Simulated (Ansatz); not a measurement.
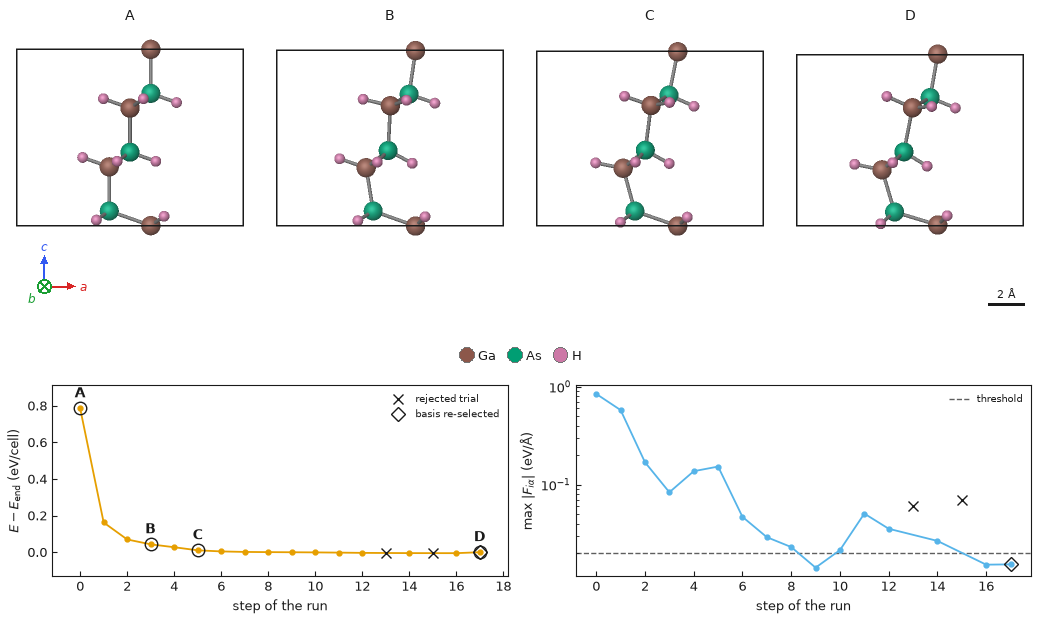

Frames of a relaxation of a wire of composition Ga₂As₂H₇, marked on the history of the run. Style: ball-and-stick. Shown: the cell of the calculation, with the vacuum cut short, along the b axis.

Case: wire along [1 1 1], 8 atoms a period, capped with H.

These are results of DFT PBEsol, scalar-relativistic, plane waves, PAW (Ansatz 0.2.0), not measurements.

Input
```yaml
crystal:
  lattice:
    - [14.2, 0.0, 0.0]
    - [0.0, 15.9, 0.0]
    - [0.0, 0.0, 9.8004198475]
  atoms:
    - { symbol: Ga, position: [0.5829972381, 0.5, 0.0] }
    - { symbol: As, position: [0.5016598751, 0.3741822438, 0.4166666667] }
    - { symbol: Ga, position: [0.420322512, 0.5, 0.3333333333] }
    - { symbol: As, position: [0.5016598751, 0.6258177562, 0.4166666667] }
    - { symbol: Ga, position: [0.5016598751, 0.6258177562, 0.6666666667] }
    - { symbol: As, position: [0.420322512, 0.5, 0.0833333333] }
    - { symbol: Ga, position: [0.5016598751, 0.3741822438, 0.6666666667] }
    - { symbol: As, position: [0.5829972381, 0.5, 0.75] }
    - { symbol: H, position: [0.6351173154, 0.5806226184, 0.0533990728] }
    - { symbol: H, position: [0.6351173154, 0.4193773816, 0.0533990728] }
    - { symbol: H, position: [0.4511996728, 0.2961272247, 0.3649682012] }
    - { symbol: H, position: [0.6025802795, 0.3741822438, 0.3649682012] }
    - { symbol: H, position: [0.3160823574, 0.5, 0.3867324062] }
    - { symbol: H, position: [0.4511996728, 0.7038727753, 0.3649682012] }
    - { symbol: H, position: [0.6025802795, 0.6258177562, 0.3649682012] }
    - { symbol: H, position: [0.3974197205, 0.6258177562, 0.7200657395] }
    - { symbol: H, position: [0.5537799524, 0.7064403746, 0.7200657395] }
    - { symbol: H, position: [0.3698623098, 0.4219449809, 0.0316348679] }
    - { symbol: H, position: [0.3698623098, 0.5780550191, 0.0316348679] }
    - { symbol: H, position: [0.3974197205, 0.3741822438, 0.7200657395] }
    - { symbol: H, position: [0.5537799524, 0.2935596254, 0.7200657395] }
    - { symbol: H, position: [0.6839176426, 0.5, 0.6983015346] }
basis:
  ecutwfc: 420
kpoints:
  mp_grid: { grid: [1, 1, 4] }
hamiltonian:
  xc: pbesol
scf:
  occupations: { method: gaussian, width: 0.05 }
output:
  forces: true
  stress: true
  eigenvalues: true
  populations: true
  write_density: true
  write_potential: true
  elf: true
  volumetric_format: npy
relax:
  adjacent_minimum: "off"
  f_tol: 0.02
  max_steps: 45
  cell: { fix: [a, b, alpha, beta, gamma], stress_tol: 0.03 }
```

Launched with:
```bash
ansatz run input.yaml --threads 4 --pin off --max-ram 11264MiB --backend cpu --events-out ev --progress --plain --runs-dir out
```

> What happens along the run?

The energy falls by 0.785 eV per cell of the calculation in 14 accepted moves (17 points after the start). The largest force component goes from 0.84 to 0.015 eV/Å. The line search rejected the trial steps at points 13, 15 of the run. At 1 point the geometry stayed and the basis and grid were re-selected for the new cell (energy shift of 5.2 meV per cell of the calculation at most each time). The largest moves relative to the centre of the atoms, 0.51 Å, are those of H12, H13, H15, H17 and H21. By element the largest moves are H 0.51 Å, Ga 0.41 Å, As 0.39 Å. Along the periodic axis the drawn cell goes c 9.800 → 9.500 Å (−3.1 %). Some distances before and after: As2–Ga7 2.450 → 2.512 Å, Ga3–H13 1.570 → 1.551 Å, Ga1–H10 1.570 → 1.558 Å, Ga3–As6 2.450 → 2.443 Å. Bond angles that change, for instance: Ga3–As4–Ga5 109.5° → 125.6°, H16–Ga5–H17 109.5° → 124.9°, Ga5–As8–Ga7 109.5° → 124.8°. From step 0 to 3: Ga1 moves most (0.27 Å), energy −0.742 eV per cell of the calculation. From step 3 to 5: H atoms move most (0.30 Å), energy −32.6 meV per cell of the calculation. From step 5 to 17: H atoms move most (0.19 Å), energy −10.3 meV per cell of the calculation.

| step | E − E(0), meV/atom | largest force component, eV/Å | note |
| --- | --- | --- | --- |
| 0 | 0.00 | 0.8447 |  |
| 1 | -28.32 | 0.5775 |  |
| 2 | -32.54 | 0.1694 |  |
| 3 | -33.75 | 0.0838 |  |
| 4 | -34.46 | 0.1375 |  |
| 5 | -35.23 | 0.1532 |  |
| 6 | -35.50 | 0.0470 |  |
| 7 | -35.63 | 0.0292 |  |
| 8 | -35.68 | 0.0231 |  |
| 9 | -35.71 | 0.0143 |  |
| 10 | -35.75 | 0.0215 |  |
| 11 | -35.80 | 0.0508 |  |
| 12 | -35.87 | 0.0356 |  |
| 13 | -35.79 | 0.0608 | rejected |
| 14 | -35.92 | 0.0267 |  |
| 15 | -35.87 | 0.0692 | rejected |
| 16 | -35.94 | 0.0153 |  |
| 17 | -35.70 | 0.0154 | same geometry, new basis |
